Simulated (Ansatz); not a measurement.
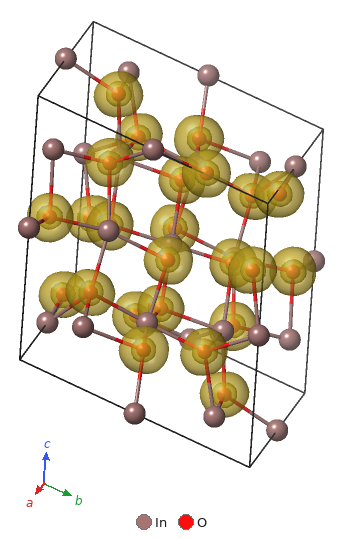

The picture shows: In₂O₃. Isosurface of the electron localisation function at 0.75 (yellow), seen slightly off an axis. Only the valence region is drawn (cores and ρ < 0.01 e/Å³ removed). Sticks mark near contacts.

Space group Ia-3.

Computed with DFT PBE0, scalar-relativistic, plane waves, PAW in Ansatz.

Core electrons are frozen (PAW), and the valence fields are smoothed inside the atomic spheres.

```
In O
1.0
    -5.05850    5.05850    5.05850
     5.05850   -5.05850    5.05850
     5.05850    5.05850   -5.05850
In O
16 24
Direct
  0.50000 0.50000 0.50000
  0.50000 0.00000 0.00000
  0.00000 0.50000 0.00000
  0.00000 0.00000 0.50000
  0.25000 0.71630 0.46630
  0.75000 0.78370 0.03370
  0.46630 0.25000 0.71630
  0.03370 0.75000 0.78370
  0.71630 0.46630 0.25000
  0.78370 0.03370 0.75000
  0.75000 0.28370 0.53370
  0.25000 0.21630 0.96630
  0.53370 0.75000 0.28370
  0.96630 0.25000 0.21630
  0.28370 0.53370 0.75000
  0.21630 0.96630 0.25000
  0.53540 0.77080 0.54700
  0.72380 0.98840 0.95300
  0.96460 0.51160 0.23540
  0.77620 0.72920 0.26460
  0.54700 0.53540 0.77080
  0.95300 0.72380 0.98840
  0.23540 0.96460 0.51160
  0.26460 0.77620 0.72920
  0.77080 0.54700 0.53540
  0.98840 0.95300 0.72380
  0.51160 0.23540 0.96460
  0.72920 0.26460 0.77620
  0.46460 0.22920 0.45300
  0.27620 0.01160 0.04700
  0.03540 0.48840 0.76460
  0.22380 0.27080 0.73540
  0.45300 0.46460 0.22920
  0.04700 0.27620 0.01160
  0.76460 0.03540 0.48840
  0.73540 0.22380 0.27080
  0.22920 0.45300 0.46460
  0.01160 0.04700 0.27620
  0.48840 0.76460 0.03540
  0.27080 0.73540 0.22380
```

Describe the localisation domains.

At this value the surface marks out 24 regions wrapped around O (the valence shell of each), counted in one cell of 40 atoms. Regions shared between cells count once.

Values along the shortest contacts:
In–O (2.13 Å): the ELF peaks at about 0.85 in the valence shell of O, 0.6 Å from its nucleus, and is about 0.15 at the midpoint; no localised pair shows between them. In–O (2.19 Å): the ELF peaks at about 0.85 in the valence shell of O, 0.6 Å from its nucleus, and is about 0.15 at the midpoint: no shared electron pair shows on this line.
